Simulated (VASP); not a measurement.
GW calculation, with input and output: MgS (part 2 of 2)

The same run, continued: MgS (Fm-3m, 2 atoms in the cell); G0W0 and eigenvalue-self-consistent GW0 on PBE, plane waves, PAW (VASP 6.6.1); cutoff 500 eV, 6×6×6 k-mesh, Gaussian smearing of 0.01 eV. The structure was built on a prototype by a generator. The geometry comes from this level: r2SCAN.

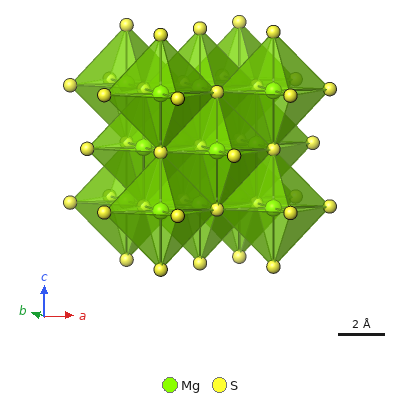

*The structure (polyhedral view of the cell 4 times as large as that of the calculation, set on its symmetry axes, seen at an oblique angle; polyhedra are completed across the faces of the cell). An atom can appear more than once, as a periodic image.*

## Parts of OUTCAR, continued
```
      1     -81.5807     -84.2601     -48.2994     -36.9178     -56.4264       0.7368       2.0000       0.6544
      2     -43.6868     -45.3339     -41.5330      -4.3164     -48.5102       0.7616       2.0000       0.4200
      3     -43.8031     -45.2843     -41.4974      -4.2936     -48.5072       0.7451       2.0000       0.4266
      4     -43.8031     -45.2843     -41.4974      -4.2936     -48.5072       0.7451       2.0000       0.4266
      5      -8.1860      -8.4373     -14.8371       6.2966     -21.3990       0.7088       2.0000       1.5556
      6      -2.0102      -2.2441     -12.6168      10.2935     -15.7904       0.7472       2.0000       0.5236
      7       2.4958       2.3297     -14.1810      16.4619     -16.1003       0.7729       2.0000       0.2327
      8       2.4958       2.3297     -14.1810      16.4619     -16.1003       0.7729       2.0000       0.2327
      9       9.0938       9.1622      -9.1047      18.2832      -5.2909       0.8073       0.0000      -0.2320
     10      11.6517      11.7482      -9.5998      21.3730      -5.3423       0.7948       0.0000      -0.2993
     11      11.6517      11.7482      -9.5998      21.3730      -5.3423       0.7948       0.0000      -0.2993
     12      14.9965      15.1192     -11.0113      26.1673      -5.5504       0.7693       0.0000      -0.5684
     13      16.6747      16.7779      -8.7281      25.5360      -3.3187       0.7741       0.0000      -0.6085
     14      19.2388      19.3588     -10.5215      29.9152      -4.8147       0.7746       0.0000      -0.7519
     15      19.2388      19.3588     -10.5215      29.9152      -4.8147       0.7746       0.0000      -0.7519
     16      20.0721      20.1608      -8.3527      28.5371      -2.5868       0.7895       0.0000      -0.9005

 k-point   5 :       0.1667    0.1667    0.0000
  band No. old QP-enery  QP-energies   sigma(KS)   T+V_ion+V_H  V^pw_x(r,r')   Z            occupation Imag(sigma)

      1     -81.4936     -84.2751     -48.3264     -36.9188     -56.4303       0.7414       2.0000       0.6497
      2     -43.8009     -45.2971     -41.5101      -4.2939     -48.5187       0.7470       2.0000       0.4267
      3     -43.8009     -45.2971     -41.5101      -4.2939     -48.5187       0.7470       2.0000       0.4267
      4     -43.8009     -45.2971     -41.5101      -4.2939     -48.5187       0.7470       2.0000       0.4267
      5      -9.2565      -9.5103     -14.2858       4.6745     -21.0791       0.7154       2.0000       1.7890
      6       1.5470       1.3758     -13.7113      15.0362     -15.7216       0.7708       2.0000       0.2618
      7       2.5691       2.4055     -14.2268      16.5843     -16.1150       0.7733       2.0000       0.2299
      8       2.5691       2.4055     -14.2268      16.5843     -16.1150       0.7733       2.0000       0.2299
      9      10.0170      10.0986     -10.8544      20.9744      -6.7878       0.7923       0.0000      -0.2623
     10      11.0628      11.1398      -8.3551      19.5135      -4.2637       0.8054       0.0000      -0.2676
     11      12.6667      12.7707      -9.7426      22.5412      -5.1769       0.7880       0.0000      -0.3558
     12      13.7925      13.8929      -9.3246      23.2445      -4.7161       0.7883       0.0000      -0.3645
     13      13.7925      13.8929      -9.3246      23.2445      -4.7161       0.7883       0.0000      -0.3645
     14      15.6342      15.7478      -9.8014      25.5808      -4.8175       0.7818       0.0000      -0.4745
     15      18.9171      19.0225      -9.4852      28.5366      -3.7228       0.7843       0.0000      -0.8447
     16      18.9171      19.0225      -9.4852      28.5366      -3.7228       0.7843       0.0000      -0.8447

 [... the levels of 10 k-points are left out ...]

 k-point  16 :      -0.3333    0.5000    0.1667
  band No. old QP-enery  QP-energies   sigma(KS)   T+V_ion+V_H  V^pw_x(r,r')   Z            occupation Imag(sigma)

      1     -81.5209     -84.2802     -48.3155     -36.9176     -56.4238       0.7433       2.0000       0.6500
      2     -43.7175     -45.3124     -41.5158      -4.3044     -48.5031       0.7585       2.0000       0.4217
      3     -43.7175     -45.3124     -41.5158      -4.3044     -48.5031       0.7585       2.0000       0.4217
      4     -43.7175     -45.3124     -41.5158      -4.3044     -48.5031       0.7585       2.0000       0.4217
      5      -7.7483      -7.9920     -15.0160       6.9253     -21.4692       0.7119       2.0000       1.4599
      6      -0.8869      -1.1047     -12.9150      11.7394     -15.7698       0.7544       2.0000       0.4215
      7       0.3639       0.1678     -13.2629      13.3697     -15.6999       0.7625       2.0000       0.3288
      8       0.7941       0.6096     -13.3077      13.8614     -15.5135       0.7675       2.0000       0.2970
      9       9.0853       9.1593     -10.4491      19.6270      -6.6021       0.7988       0.0000      -0.2423
     10      10.7812      10.8558      -8.9149      19.7891      -4.8655       0.8015       0.0000      -0.2687
     11      13.9729      14.0896     -10.0764      24.1991      -5.1817       0.7791       0.0000      -0.4334
     12      14.5325      14.6400      -9.9739      24.6448      -5.0397       0.7765       0.0000      -0.4449
     13      18.6338      18.7549     -10.2322      29.0230      -4.3594       0.7713       0.0000      -0.8252
     14      19.8285      19.9430      -9.9443      29.9205      -4.0087       0.7755       0.0000      -0.8907
     15      20.2871      20.3975     -10.0425      30.4709      -4.1188       0.7811       0.0000      -0.9117
     16      20.7846      20.9086     -10.7555      31.7010      -4.7247       0.7707       0.0000      -0.8890

 QP shifts <psi_nk| G(iteration)W_0 |psi_nk>: iteration 3

 k-point   1 :       0.0000    0.0000    0.0000
  band No. old QP-enery  QP-energies   sigma(KS)   T+V_ion+V_H  V^pw_x(r,r')   Z            occupation Imag(sigma)

      1     -84.2654     -84.9487     -48.2710     -36.9191     -56.4310       0.7388       2.0000       0.6441
      2     -45.2919     -45.6894     -41.5246      -4.2903     -48.5223       0.7600       2.0000       0.4251
      3     -45.2919     -45.6894     -41.5246      -4.2903     -48.5223       0.7600       2.0000       0.4251
      4     -45.2919     -45.6894     -41.5246      -4.2903     -48.5223       0.7600       2.0000       0.4251
      5      -9.8996      -9.9655     -14.1451       4.1531     -21.0362       0.7130       2.0000       1.8877
      6       2.9938       2.9659     -14.5381      17.4961     -16.3084       0.7789       2.0000       0.2118
      7       2.9938       2.9659     -14.5381      17.4961     -16.3084       0.7789       2.0000       0.2118
      8       2.9938       2.9659     -14.5381      17.4961     -16.3084       0.7789       2.0000       0.2118
      9       8.4095       8.4175     -10.3520      18.7715      -6.4768       0.8037       0.0000      -0.2285
     10      12.6924      12.7049      -8.7659      21.4739      -4.4325       0.7973       0.0000      -0.3036
     11      12.6924      12.7049      -8.7659      21.4739      -4.4325       0.7973       0.0000      -0.3036
     12      12.6924      12.7049      -8.7659      21.4739      -4.4325       0.7973       0.0000      -0.3036
     13      15.2772      15.2916      -9.7383      25.0339      -4.8514       0.7831       0.0000      -0.4397
     14      15.2772      15.2916      -9.7383      25.0339      -4.8514       0.7831       0.0000      -0.4397
     15      16.8380      16.8506      -7.0200      23.8740      -1.8489       0.7886       0.0000      -0.5862
     16      18.0536      18.0700      -9.6975      27.7719      -3.9535       0.7839       0.0000      -0.8159

 k-point   2 :       0.1667    0.0000    0.0000
  band No. old QP-enery  QP-energies   sigma(KS)   T+V_ion+V_H  V^pw_x(r,r')   Z            occupation Imag(sigma)

      1     -84.2962     -84.9400     -48.2609     -36.9192     -56.4313       0.7284       2.0000       0.6466
      2     -45.2957     -45.6885     -41.5219      -4.2929     -48.5199       0.7566       2.0000       0.4253
      3     -45.2957     -45.6885     -41.5219      -4.2929     -48.5199       0.7566       2.0000       0.4253
      4     -45.2957     -45.6885     -41.5219      -4.2929     -48.5199       0.7566       2.0000       0.4253
      5      -9.6061      -9.6706     -14.2444       4.5481     -21.0701       0.7151       2.0000       1.8214
      6       1.2582       1.2255     -13.6735      14.8892     -15.7482       0.7697       2.0000       0.2699
      7       2.8038       2.7754     -14.4147      17.1819     -16.2249       0.7777       2.0000       0.2173
      8       2.8038       2.7754     -14.4147      17.1819     -16.2249       0.7777       2.0000       0.2173
      9       9.5241       9.5329     -10.3365      19.8716      -6.3573       0.7992       0.0000      -0.2466
     10      12.3957      12.4076      -9.3311      21.7417      -4.9568       0.7941       0.0000      -0.3162
     11      13.0055      13.0187      -9.1228      22.1449      -4.6846       0.7939       0.0000      -0.3273
     12      13.0055      13.0187      -9.1228      22.1449      -4.6846       0.7939       0.0000      -0.3273
     13      14.5273      14.5422      -9.5294      24.0756      -4.7227       0.7854       0.0000      -0.4183
     14      14.5273      14.5422      -9.5294      24.0756      -4.7227       0.7854       0.0000      -0.4183
     15      17.1847      17.2005      -9.1240      26.3289      -3.5872       0.7823       0.0000      -0.6917
     16      19.4158      19.4269      -7.7470      27.1769      -2.2573       0.7912       0.0000      -0.7835

 k-point   3 :       0.3333    0.0000    0.0000
  band No. old QP-enery  QP-energies   sigma(KS)   T+V_ion+V_H  V^pw_x(r,r')   Z            occupation Imag(sigma)

      1     -84.2884     -84.9379     -48.2602     -36.9183     -56.4293       0.7297       2.0000       0.6463
      2     -45.3239     -45.7004     -41.5180      -4.3099     -48.5189       0.7471       2.0000       0.4275
      3     -45.2852     -45.6839     -41.5159      -4.2928     -48.5114       0.7616       2.0000       0.4244
      4     -45.2852     -45.6839     -41.5159      -4.2928     -48.5114       0.7616       2.0000       0.4244
      5      -8.8955      -8.9587     -14.5532       5.5692     -21.2225       0.7138       2.0000       1.6659
      6      -1.1612      -1.2022     -12.9741      11.7585     -15.8219       0.7541       2.0000       0.4294
      7       2.4748       2.4448     -14.2380      16.6740     -16.1294       0.7740       2.0000       0.2283
      8       2.4748       2.4448     -14.2380      16.6740     -16.1294       0.7740       2.0000       0.2283
      9       9.4208       9.4297      -9.2312      18.6630      -5.3394       0.8071       0.0000      -0.2389
     10      12.1835      12.1964      -9.5591      21.7588      -5.2111       0.7950       0.0000      -0.3139
     11      12.1835      12.1964      -9.5591      21.7588      -5.2111       0.7950       0.0000      -0.3139
     12      14.3359      14.3511     -11.1771      25.5327      -6.0546       0.7694       0.0000      -0.4751
     13      16.3583      16.3740      -9.4525      25.8309      -4.3031       0.7821       0.0000      -0.5261
     14      16.3583      16.3740      -9.4525      25.8309      -4.3031       0.7821       0.0000      -0.5261
     15      16.1791      16.1951      -8.4491      24.6486      -3.1163       0.7839       0.0000      -0.5888
     16      23.7292      23.7386      -9.4061      33.1472      -3.1567       0.7914       0.0000      -1.2594

 k-point   4 :       0.5000    0.0000    0.0000
  band No. old QP-enery  QP-energies   sigma(KS)   T+V_ion+V_H  V^pw_x(r,r')   Z            occupation Imag(sigma)

      1     -84.2601     -84.9410     -48.2657     -36.9178     -56.4264       0.7374       2.0000       0.6443
      2     -45.3339     -45.6990     -41.5083      -4.3164     -48.5102       0.7439       2.0000       0.4283
      3     -45.2843     -45.6817     -41.5121      -4.2936     -48.5072       0.7621       2.0000       0.4243
      4     -45.2843     -45.6817     -41.5121      -4.2936     -48.5072       0.7621       2.0000       0.4243
      5      -8.4373      -8.5005     -14.8231       6.2966     -21.3990       0.7089       2.0000       1.5675
      6      -2.2441      -2.2891     -12.5978      10.2935     -15.7904       0.7478       2.0000       0.5296
      7       2.3297       2.2992     -14.1716      16.4619     -16.1003       0.7736       2.0000       0.2331
      8       2.3297       2.2992     -14.1716      16.4619     -16.1003       0.7736       2.0000       0.2331
      9       9.1622       9.1708      -9.1103      18.2832      -5.2909       0.8075       0.0000      -0.2321
     10      11.7482      11.7610      -9.6087      21.3730      -5.3423       0.7950       0.0000      -0.3002
     11      11.7482      11.7610      -9.6087      21.3730      -5.3423       0.7950       0.0000      -0.3002
     12      15.1192      15.1358     -11.0265      26.1673      -5.5504       0.7695       0.0000      -0.5731
     13      16.7779      16.7943      -8.7369      25.5360      -3.3187       0.7738       0.0000      -0.6106
     14      19.3588      19.3743     -10.5363      29.9152      -4.8147       0.7743       0.0000      -0.7560
     15      19.3588      19.3743     -10.5363      29.9152      -4.8147       0.7743       0.0000      -0.7560
     16      20.1608      20.1749      -8.3584      28.5371      -2.5868       0.7894       0.0000      -0.9000

 k-point   5 :       0.1667    0.1667    0.0000
  band No. old QP-enery  QP-energies   sigma(KS)   T+V_ion+V_H  V^pw_x(r,r')   Z            occupation Imag(sigma)

      1     -84.2751     -84.9446     -48.2664     -36.9188     -56.4303       0.7357       2.0000       0.6450
      2     -45.2971     -45.6875     -41.5205      -4.2939     -48.5187       0.7546       2.0000       0.4254
      3     -45.2971     -45.6875     -41.5205      -4.2939     -48.5187       0.7546       2.0000       0.4254
      4     -45.2971     -45.6875     -41.5205      -4.2939     -48.5187       0.7546       2.0000       0.4254
      5      -9.5103      -9.5745     -14.2745       4.6745     -21.0791       0.7152       2.0000       1.8001
      6       1.3758       1.3441     -13.7015      15.0362     -15.7216       0.7717       2.0000       0.2624
      7       2.4055       2.3754     -14.2176      16.5843     -16.1150       0.7742       2.0000       0.2303
      8       2.4055       2.3754     -14.2176      16.5843     -16.1150       0.7742       2.0000       0.2303
      9      10.0986      10.1077     -10.8644      20.9744      -6.7878       0.7927       0.0000      -0.2630
     10      11.1398      11.1504      -8.3606      19.5135      -4.2637       0.8057       0.0000      -0.2678
     11      12.7707      12.7847      -9.7527      22.5412      -5.1769       0.7881       0.0000      -0.3573
     12      13.8929      13.9069      -9.3338      23.2445      -4.7161       0.7886       0.0000      -0.3657
     13      13.8929      13.9069      -9.3338      23.2445      -4.7161       0.7886       0.0000      -0.3657
     14      15.7478      15.7629      -9.8138      25.5808      -4.8175       0.7818       0.0000      -0.4767
     15      19.0225      19.0382      -9.4941      28.5366      -3.7228       0.7845       0.0000      -0.8471
     16      19.0225      19.0382      -9.4941      28.5366      -3.7228       0.7845       0.0000      -0.8471

 [... the levels of 10 k-points are left out ...]

 k-point  16 :      -0.3333    0.5000    0.1667
  band No. old QP-enery  QP-energies   sigma(KS)   T+V_ion+V_H  V^pw_x(r,r')   Z            occupation Imag(sigma)

      1     -84.2802     -84.9344     -48.2569     -36.9176     -56.4238       0.7316       2.0000       0.6456
      2     -45.3124     -45.6830     -41.5029      -4.3044     -48.5031       0.7489       2.0000       0.4270
      3     -45.3124     -45.6830     -41.5029      -4.3044     -48.5031       0.7489       2.0000       0.4270
      4     -45.3124     -45.6830     -41.5029      -4.3044     -48.5031       0.7489       2.0000       0.4270
      5      -7.9920      -8.0530     -15.0030       6.9253     -21.4692       0.7118       2.0000       1.4704
      6      -1.1047      -1.1458     -12.8986      11.7394     -15.7698       0.7546       2.0000       0.4252
      7       0.1678       0.1311     -13.2499      13.3697     -15.6999       0.7637       2.0000       0.3305
      8       0.6096       0.5752     -13.2966      13.8614     -15.5135       0.7680       2.0000       0.2980
      9       9.1593       9.1671     -10.4579      19.6270      -6.6021       0.7988       0.0000      -0.2428
     10      10.8558      10.8656      -8.9211      19.7891      -4.8655       0.8020       0.0000      -0.2690
     11      14.0896      14.1059     -10.0886      24.1991      -5.1817       0.7792       0.0000      -0.4361
     12      14.6400      14.6551      -9.9854      24.6448      -5.0397       0.7763       0.0000      -0.4469
     13      18.7549      18.7730     -10.2446      29.0230      -4.3594       0.7716       0.0000      -0.8296
     14      19.9430      19.9597      -9.9559      29.9205      -4.0087       0.7750       0.0000      -0.8939
     15      20.3975      20.4120     -10.0549      30.4709      -4.1188       0.7809       0.0000      -0.9147
     16      20.9086      20.9242     -10.7722      31.7010      -4.7247       0.7705       0.0000      -0.8942
```

This output came from the following input.

## INCAR of the ground-state step
```
ENCUT = 500.000000
SIGMA = 0.010000
EDIFF = 1.00e-07
GGA = PE
PREC = Accurate
ISMEAR = 0
NELM = 120
LASPH = .TRUE.
LCHARG = .FALSE.
LWAVE = .TRUE.
LREAL = .FALSE.
```

## INCAR of the step for the empty bands
```
ENCUT = 500.000000
SIGMA = 0.010000
EDIFF = 1.00e-07
ALGO = Exact
GGA = PE
PREC = Accurate
ISMEAR = 0
ISTART = 1
NBANDS = 113
NELM = 1
LASPH = .TRUE.
LCHARG = .FALSE.
LOPTICS = .TRUE.
LWAVE = .TRUE.
LREAL = .FALSE.
```

## INCAR
```
ENCUT = 500.000000
ENCUTGW = 120.000000
SIGMA = 0.010000
EDIFF = 1.00e-07
ALGO = EVGW0
GGA = PE
PREC = Accurate
PRECFOCK = Fast
ISMEAR = 0
ISTART = 1
NBANDS = 113
NELM = 120
NOMEGA = 64
NBANDSGW = 16
LASPH = .TRUE.
LCHARG = .FALSE.
LWAVE = .FALSE.
LREAL = .FALSE.
NELMGW = 3
ENCUTGWSOFT = 120
```

## KPOINTS
```
KPOINTS created by Atomic Simulation Environment
0
Gamma
6 6 6
0 0 0
```

## POSCAR
```
Mg S
 1.0000000000000000
     0.0000000000000000    2.6015179371121850    2.6015179371121850
     2.6015179371121850   -0.0000000000000000    2.6015179371121850
     2.6015179371121850    2.6015179371121850   -0.0000000000000000
 Mg  S
   1   1
Cartesian
 -0.0000000000000000 -0.0000000000000000  0.0000000000000000
  2.6015179371121850  2.6015179371121850  2.6015179371121850
```

Run as:
```bash
mpirun -np 1 vasp_std
```

## Key numbers

- outcome: converged
- space group (tolerance 0.01 Å): Fm-3m (225)
- electrons treated: 16
- hardware: 1 CPU thread, shared host
- wall time: 20 min
- peak memory: 0.66 GiB
